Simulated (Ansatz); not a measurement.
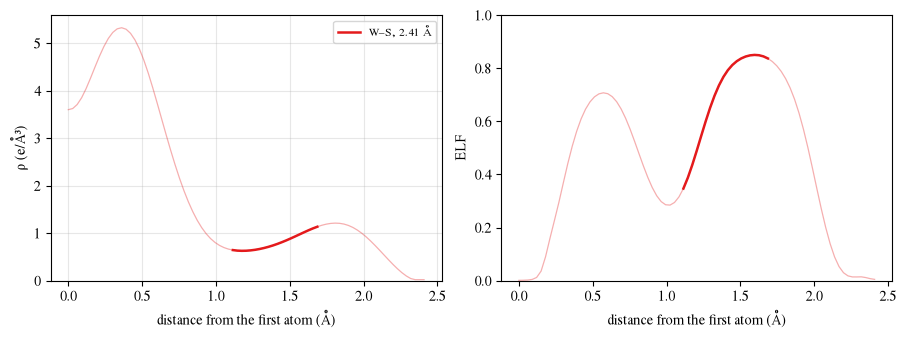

WS2. Valence pseudo-density and electron localisation function along straight lines between neighbouring atoms. Thin, pale parts lie inside the atomic spheres.

Space group C2; a structure from a database of computed crystals, not necessarily the ambient phase; changed on purpose from its base cell (engineering shear strain xz -0.3000, normal strain along z +0.0000).

Method: DFT PBE+D3(BJ), scalar-relativistic, plane waves, PAW in Ansatz 0.2.0.

In a PAW calculation such maps are meaningful between the atoms, not at the nuclei.

Question: What can be read from the curves?

Answer: W–S (2.41 Å): the density is about 0.63 e/Å³ at the midpoint; the ELF peaks at about 0.85 in the valence shell of S, 0.8 Å from its nucleus, and is about 0.50 at the midpoint.
